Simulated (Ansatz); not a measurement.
## Geometry relaxation, with input and output: B48N47 (charge −1) (part 3 of 3)

B48N47 (defect cell, 95 atoms in the cell, total charge −1); DFT, PBEsol, PAW, plane waves (Ansatz 0.2.0); cutoff 420 eV, 1×1×1 k-mesh, Fermi–Dirac smearing of 0.01 eV. 

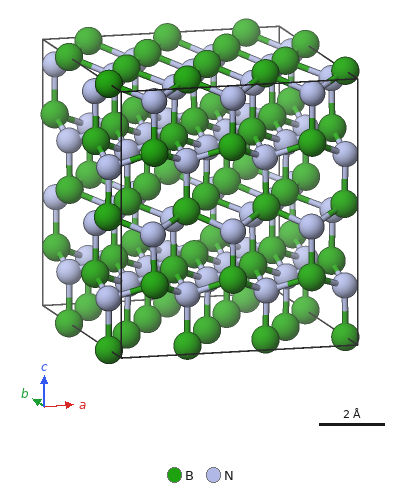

*The structure as given in the input (ball-and-stick view of the cell of the calculation, seen slightly off an axis).*

## Output, continued
```
  k-point 0: bands = ["-8.9907", "-8.3396", "-8.2111", "-8.0752", "-7.5803", "-7.4336", "-7.3180", "-7.0374", "-6.8446", "-6.6886", ... 75 levels left out ..., "3.9125", "3.9575", "4.0523", "4.0933", "4.2163", "4.2644", "4.3107", "4.3826", "4.4801", "4.5301", "4.7130", "4.7581", "4.9433", "5.0814", "5.1810", "5.2323", "5.4009", "5.4615", "5.4857", "5.5694", "5.6340", "5.7185", "5.7678", "5.8107", "5.8562", "5.8844", "5.9321", "5.9805", "6.0685",
      "6.1448", "6.1696", "6.1942", "6.2855", "6.3275", "6.3721", "6.4069", "6.4570", "6.5540", "6.5966", "6.6466", "6.7479", "6.8439", "6.9137", "6.9506", "6.9829", "7.0438", "7.0694", "7.0902", "7.1065", "7.1339", "7.1514", "7.2131", "7.2572", "7.3109", "7.3374", "7.3539", "7.4400", "7.5162", "7.5444", "7.6078", "7.6990", "7.7640", "7.8748", "7.9074", "7.9895", "8.0238", "8.0868", "8.0943", "8.1273",
      "8.1337", "8.1708", "8.2007", "8.2524", "8.2611", "8.3020", "8.3246", "8.3682", "8.4102", "8.4424", "8.4823", "8.5190", "8.5546", "8.6000", "8.6610", "8.7328", "8.7542", "8.8944", "8.9798", "9.0252", "9.1322", "9.2073", "9.2354", "9.3497", "9.4522", "9.5924", "9.6050", "9.7661", "9.8980", "9.9597", "10.0478", "10.2102", "10.3947", "10.6666", "11.1362", "13.5045", "15.4388", "16.5048", "17.1005", "17.3011",
      "17.6553", "17.7526", "17.9405", "18.0667", "18.1412", "18.3253", "18.3820", "18.4447", "18.4786", "18.5298", "18.5790", "18.6485", "18.6700", "18.7577", "18.7870", "18.8400", "18.8790", "18.9739", "19.0678", "19.1306", "19.1677", "19.2036", "19.2498", "19.3419", "19.4132", "19.4808", "19.5837", "19.6407", "19.7468", "19.8967", "19.9537", "19.9912", "20.0692", "20.1203", "20.1835", "20.2206", "20.2750", "20.3853", "20.4432", "20.5395",
      "20.6047", "20.6632", "20.6767", "20.8026", "20.8504", "20.9417", "21.0232", "21.0963", "21.2792", "21.3051", "21.3591", "21.4007", "21.4531", "21.4835", "21.4999", "21.5477", "21.5729", "21.5944", "21.6787", "21.7187", "21.7661", "21.7962", "21.8118", "21.8503", "21.8818", "21.9214", "21.9561", "22.0249", "22.0712", "22.1335", "22.1923", "22.2339", "22.2586", "22.3166", "22.3432", "22.4014", "22.4640", "22.4936", "22.5386", "22.5857",
      "22.6673", "22.7099", "22.7746", "22.7809", "22.8126", "22.8378", "22.9544", "22.9729", "23.0732", "23.1268", "23.1774"]
--- Relaxed structure (22 steps of the walk, 19 accepted, 0 SCFs on fresh bases) ---
  F+E_penalty+E_count = -25221.50901828 eV   max|allowed force component| = 1.600e-2 eV/Å
  atoms:
    - { symbol: B, position: [-0.00018129547922056226, 0.1669671122038475, 1.0003552210671571] }
    - { symbol: B, position: [0.9975032149997143, 0.1670512808442545, 0.4998019238117742] }
    - { symbol: B, position: [0.3330946117096571, 0.16667516683177402, 1.001656194869086] }
    - { symbol: B, position: [0.3303119144807658, 0.16402552088789552, 0.5000121102576605] }
    - { symbol: B, position: [0.1664684180387613, 0.41678635971925254, 1.0017566137097216] }
    - { symbol: B, position: [0.1615224625115885, 0.4126785069984638, 0.49947453123307567] }
    - { symbol: B, position: [0.0017313789625688595, 0.6669111451697691, 0.9992136108530029] }
    - { symbol: B, position: [0.006249358683562309, 0.6672300551990007, 0.49874786904388363] }
    - { symbol: B, position: [0.6664196309894772, 0.16756242020285103, 0.0018312425307600755] }
    - { symbol: B, position: [0.6627013750091426, 0.17219815684714543, 0.5005174192853646] }
    - { symbol: B, position: [0.5000400902566978, 0.4183618864861665, 1.0044120055197303] }
    - { symbol: B, position: [0.47026682139318005, 0.42509877265820417, 0.5148894672635208] }
    - { symbol: B, position: [0.33523454623242305, 0.6676333758475098, 1.00126761216545] }
    - { symbol: B, position: [0.3669229582015492, 0.6046703144200943, 0.5051619324462222] }
    - { symbol: B, position: [0.16761006828066582, 0.9166063154623767, -0.000735988504258915] }
    - { symbol: B, position: [0.17091486433215566, 0.9147276424522228, 0.49701816880453675] }
    - { symbol: B, position: [0.8331357131292927, 0.4173191233960206, 1.0010538532351394] }
    - { symbol: B, position: [0.8270658301101099, 0.41887491421853656, 0.5000407465355852] }
    - { symbol: B, position: [0.6688082489053424, 0.6681086642293538, -0.0010570282523838241] }
    - { symbol: B, position: [0.6662500032423018, 0.67266602662991, 0.4904496168063888] }
    - { symbol: B, position: [0.5005944259608992, 0.9170985090531197, 0.9990089385524675] }
    - { symbol: B, position: [0.4972599423937328, 0.9175962547239492, 0.49661408617213304] }
    - { symbol: B, position: [0.8341622262384738, 0.9172168639561176, -0.0012099019561616546] }
    - { symbol: B, position: [0.8340507488597976, 0.9181721067322995, 0.4985744890997682] }
    - { symbol: B, position: [0.16594128937873032, 0.08402005694172705, 0.2506834292295] }
    - { symbol: B, position: [0.16653071425084054, 0.08140983262835946, 0.7497440232862241] }
    - { symbol: B, position: [-0.0015773914530288874, 0.3348046757282285, 0.2509312298409252] }
    - { symbol: B, position: [-0.0013632603643073745, 0.33279389781072727, 0.7505629667409267] }
    - { symbol: B, position: [0.5002203595232559, 0.08492243314614857, 0.25088351419491767] }
    - { symbol: B, position: [0.49923210101530235, 0.08222124375429136, 0.7498889940540221] }
    - { symbol: B, position: [0.33226596766845856, 0.334310274506259, 0.2536533153771712] }
    - { symbol: B, position: [0.33182838936873327, 0.3308586688666479, 0.7542493217499661] }
    - { symbol: B, position: [0.17044853398335932, 0.5837890871630871, 0.25131139312807715] }
    - { symbol: B, position: [0.16944318600636954, 0.5813730893816627, 0.7489097836719547] }
    - { symbol: B, position: [0.0017888709553519812, 0.8343734239668155, 0.24920136663246306] }
    - { symbol: B, position: [1.0013864830353567, 0.8324728271533588, 0.7481577373033363] }
    - { symbol: B, position: [0.8328240959865892, 0.08561388678078381, 0.25035031087138065] }
    - { symbol: B, position: [0.8326201389007264, 0.0827934212421742, 0.7495374441331147] }
    - { symbol: B, position: [0.6640007081960845, 0.3379084643775344, 0.254976118833321] }
    - { symbol: B, position: [0.6650233432465391, 0.33166246654439524, 0.752861817167481] }
    - { symbol: B, position: [0.5056825359490167, 0.5940204005567546, 0.2516713172676159] }
    - { symbol: B, position: [0.5010577469368708, 0.5797184325500027, 0.7538372170848634] }
    - { symbol: B, position: [0.33441466392121644, 0.8372474300675724, 0.2538614857443706] }
    - { symbol: B, position: [0.33512659120705907, 0.8296081531867394, 0.7449535128789437] }
    - { symbol: B, position: [0.8355093277605269, 0.5853864314396999, 0.24901549491804942] }
    - { symbol: B, position: [0.8336409394737748, 0.5829695924824104, 0.7471780003781564] }
    - { symbol: B, position: [0.6683911296208171, 0.836716406781198, 0.24804189052856554] }
    - { symbol: B, position: [0.6659911616841017, 0.8325025328441965, 0.7467100965540285] }
    - { symbol: N, position: [0.9995297026261938, 0.16832111478953743, 0.18726788073788178] }
    - { symbol: N, position: [-0.0009310846014272832, 0.16581772493668623, 0.6875921154000012] }
    - { symbol: N, position: [0.33337328326300536, 0.1677838741162065, 0.18800469348943627] }
    - { symbol: N, position: [0.33204176607254243, 0.16475831586459594, 0.6885661145024402] }
    - { symbol: N, position: [0.16642727883968872, 0.41729021865319355, 0.18803141218222108] }
    - { symbol: N, position: [0.16488578590914724, 0.41438468548557134, 0.6884738671197658] }
    - { symbol: N, position: [0.0026835590092630585, 0.6675495314448017, 0.18657490211901412] }
    - { symbol: N, position: [0.0023062324994691566, 0.665769891899348, 0.6857997907169461] }
    - { symbol: N, position: [0.6661468420296902, 0.1695710066892254, 0.18884624440366565] }
    - { symbol: N, position: [0.6660356340449917, 0.16630413260756108, 0.6881793899549163] }
    - { symbol: N, position: [0.4994430660208089, 0.42196715095299286, 0.19435111734198268] }
    - { symbol: N, position: [0.49810685376597225, 0.41119848061195036, 0.6972054115621815] }
    - { symbol: N, position: [0.3362625878872193, 0.6691442346404867, 0.1891994592410869] }
    - { symbol: N, position: [0.3393318756954995, 0.6597481271072714, 0.6864956986128744] }
    - { symbol: N, position: [0.16691171695507478, 0.9182395808213426, 0.18554305696365309] }
    - { symbol: N, position: [0.1678085714576127, 0.9146735376245493, 0.6859606483107316] }
    - { symbol: N, position: [0.8328160314121758, 0.41884334527688727, 0.18786568772101592] }
    - { symbol: N, position: [0.8315732069366697, 0.4163574144674786, 0.6879458731894675] }
    - { symbol: N, position: [0.6706096297350483, 0.6705249636848907, 0.18483832642386025] }
    - { symbol: N, position: [0.6651386582385823, 0.6648576473152795, 0.6822528955271688] }
    - { symbol: N, position: [0.5019689435268989, 0.9188969145176986, 0.1851807322461313] }
    - { symbol: N, position: [0.5002515837697393, 0.9160579890664821, 0.6855630676865964] }
    - { symbol: N, position: [0.834792122331335, 0.918882329817773, 0.1859836344826783] }
    - { symbol: N, position: [0.8337897596047191, 0.9160030550192272, 0.6858579065103353] }
    - { symbol: N, position: [0.1627003472350379, 0.083385530151107, 0.43734363629807743] }
    - { symbol: N, position: [0.16643826052061553, 0.0833198035870078, 0.9373101216956822] }
    - { symbol: N, position: [-0.006373802911305863, 0.3333042158218659, 0.43775224603279694] }
    - { symbol: N, position: [0.9993698616501467, 0.33352240161685537, 0.9380700432897371] }
    - { symbol: N, position: [0.5003788538365145, 0.08657666487770833, 0.4375255527882677] }
    - { symbol: N, position: [0.4999270900017683, 0.08387405549026836, 0.9374955432383791] }
    - { symbol: N, position: [0.32435445038257027, 0.3259550292462905, 0.43951775169369617] }
    - { symbol: N, position: [0.3325836749798256, 0.3332189559932598, 0.941142561893409] }
    - { symbol: N, position: [0.17248455742570512, 0.5779376318134349, 0.43598929844372575] }
    - { symbol: N, position: [0.16827499791435643, 0.5832305558889027, 0.9375648864679913] }
    - { symbol: N, position: [1.0014436037127044, 0.83335749893946, 0.43574273375459927] }
    - { symbol: N, position: [1.0007379087048704, 0.8333960502398899, 0.9359599466374642] }
    - { symbol: N, position: [0.8312569833177995, 0.08586788026656486, 0.4372034722902848] }
    - { symbol: N, position: [0.8330352150791905, 0.08378195941939905, 0.9372563351602359] }
    - { symbol: N, position: [0.6582611920114951, 0.34193993265453443, 0.4401886570970532] }
    - { symbol: N, position: [0.6665837564783188, 0.33368258925986355, 0.9406340741576737] }
    - { symbol: N, position: [0.5022339153188556, 0.5837661923399293, 0.9400492129740396] }
    - { symbol: N, position: [0.3355305808143781, 0.8445006929975091, 0.43166001595029213] }
    - { symbol: N, position: [0.33432667220899837, 0.8328517422194205, 0.9356041033192788] }
    - { symbol: N, position: [0.8328736170458277, 0.5852042641547472, 0.43519646084432184] }
    - { symbol: N, position: [0.8342799269274318, 0.5838978877753971, 0.9357507694685021] }
    - { symbol: N, position: [0.6680582841671755, 0.8369999740525498, 0.4344593898874] }
    - { symbol: N, position: [0.6674612624534201, 0.8337465987120855, 0.9347877440520442] }
--- Löwdin populations: 95 sites ---
  site symbol       q [e]
     0      B      2.7047
     1      B      2.7085
     2      B      2.7051
     3      B      2.7076
     4      B      2.7061
     5      B      2.6931
     6      B      2.7050
     7      B      2.6968
     8      B      2.7053
     9      B      2.7041
    10      B      2.6984
    11      B      2.8953
    12      B      2.7048
    13      B      2.9240
    14      B      2.7070
    15      B      2.7110
    16      B      2.7059
    17      B      2.7058
    18      B      2.7080
    19      B      2.7879
    20      B      2.7077
    21      B      2.7074
    22      B      2.7046
    23      B      2.7042
    24      B      2.7007
    25      B      2.7057
    26      B      2.7025
    27      B      2.7073
    28      B      2.7013
    29      B      2.7041
    30      B      2.6982
    31      B      2.7019
    32      B      2.7002
    33      B      2.7015
    34      B      2.7013
    35      B      2.7049
    36      B      2.7038
    37      B      2.7052
    38      B      2.7062
    39      B      2.7082
    40      B      2.8116
    41      B      2.6985
    42      B      2.7119
    43      B      2.7017
    44      B      2.6997
    45      B      2.7067
    46      B      2.6966
    47      B      2.7045
    48      N      5.2804
    49      N      5.2814
    50      N      5.2808
    51      N      5.2805
    52      N      5.2812
    53      N      5.2804
    54      N      5.2824
    55      N      5.2804
    56      N      5.2833
    57      N      5.2790
    58      N      5.2756
    59      N      5.2614
    60      N      5.2731
    61      N      5.2668
    62      N      5.2816
    63      N      5.2811
    64      N      5.2819
    65      N      5.2814
    66      N      5.2703
    67      N      5.2774
    68      N      5.2845
    69      N      5.2794
    70      N      5.2816
    71      N      5.2816
    72      N      5.2836
    73      N      5.2819
    74      N      5.2818
    75      N      5.2814
    76      N      5.2819
    77      N      5.2817
    78      N      5.2647
    79      N      5.2794
    80      N      5.2730
    81      N      5.2820
    82      N      5.2813
    83      N      5.2817
    84      N      5.2816
    85      N      5.2815
    86      N      5.2965
    87      N      5.2793
    88      N      5.2801
    89      N      5.3874
    90      N      5.2836
    91      N      5.2754
    92      N      5.2824
    93      N      5.2705
    94      N      5.2819
  spilling = 0.003594 (of n_electrons = 380.000000)
```

## Key numbers

```csv
quantity,value
outcome,converged
electrons treated,380
free energy,−25221.5090 eV
Fermi energy,14.472 eV
largest force (length of the vector) at the end,0.019 eV/Å
hardware,"8 threads of Arm Neoverse-V1, 18 GiB of memory available, shared host"
wall time,2.4 min (CPU time 17 min)
peak memory,1.2 GiB
```

## Remarks

The k-point mesh is coarse for a cell of this size, so the results may not be converged.
